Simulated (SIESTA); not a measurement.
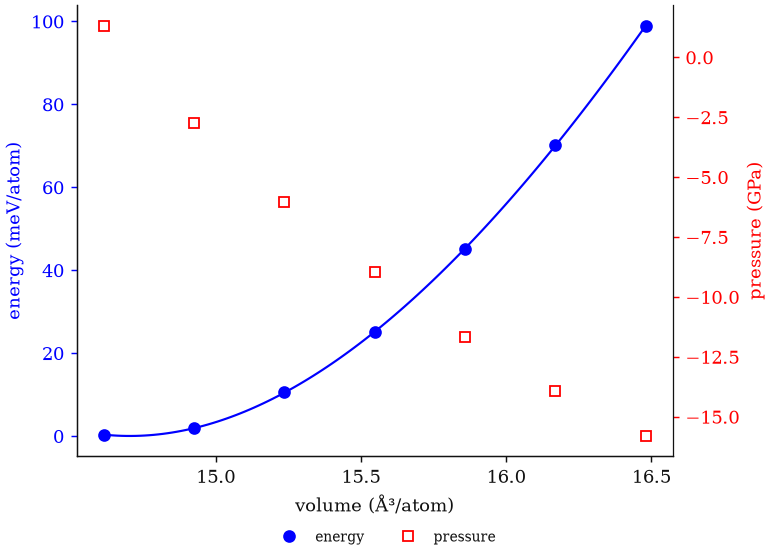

Plotted: energy and pressure against volume for Pd, space group Im-3m (No. 229).

Cell as given: a = 2.723 Å, b = 2.723 Å, c = 2.723 Å, α = 109.47°, β = 109.47°, γ = 109.47°; 1 atom.

Calculation (SIESTA 5.4.2): DFT in numerical atomic orbitals with pseudopotentials, no spin polarisation; energies at scaled volumes of the given cell, shape and fractions fixed, counted from the fit's minimum, third-order Birch-Murnaghan fit. Level: PBEsol.

k mesh 12×12×12; occupations Fermi–Dirac; smearing width 0.05 eV; potentials PseudoDojo 0.4 standard, converted to PSML, two zetas on semicore shells; program settings basis DZP, mesh cutoff 800 Ry.

What equilibrium volume and bulk modulus follow from the curve?

Answer. A third-order Birch–Murnaghan fit gives V0 = 14.70 Å³/atom, B0 = 187 GPa and B′ = 5.2.

How does the pressure vary with volume?

Answer. It falls from 1.32 GPa at volume 14.61 Å³/atom to −15.80 GPa at 16.48 Å³/atom, and changes sign near 14.72 Å³/atom.

Note: mulliken charges of long orbitals.
